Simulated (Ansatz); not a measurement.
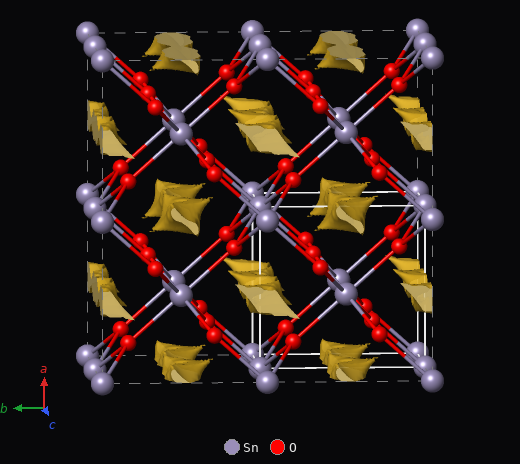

Bond-valence mismatch map for Li+ in SnO2 (Pnnm): the yellow surface encloses the points where |V − 1| < 0.5 v.u. (2×2×2 cells, view nearly along [001]). Pale faces close the region where the drawn box cuts it.

At each point the valence sum V of a Li+ ion is computed from the anions within 5 Å (s = exp((R0 − d)/b), R0 fitted to published crystal structures with b = 0.37 Å; R0: Li+–O 1.449 Å). Points too close to the other cations are excluded (2.0 Å from Sn). Li+ is a guest here, not part of the formula. This is an empirical screen for pathways, not an energy calculation.

The cell is taken from the input geometry of an electronic-structure calculation (not necessarily at equilibrium).

```xyz
6
Lattice="4.7880 0.0000 0.0000 0.0000 4.8666 0.0000 0.0000 0.0000 3.2409" Properties=species:S:1:pos:R:3 pbc="T T T"
Sn    2.3940    2.4333    1.6204
Sn    0.0000    0.0000    0.0000
O     1.3974    1.5624    0.0000
O     3.7914    0.8709    1.6204
O     0.9966    3.9957    1.6204
O     3.3906    3.3042    0.0000
```

### How are the low-mismatch regions connected?

The regions form one-dimensional channels along [001].

### At which mismatch do paths open?

From a mismatch of about 0.40 v.u. the regions form one-dimensional channels along [001]. From a mismatch of about 0.60 v.u. the regions form a three-dimensional network. These are grid estimates, good to about 0.1 v.u.
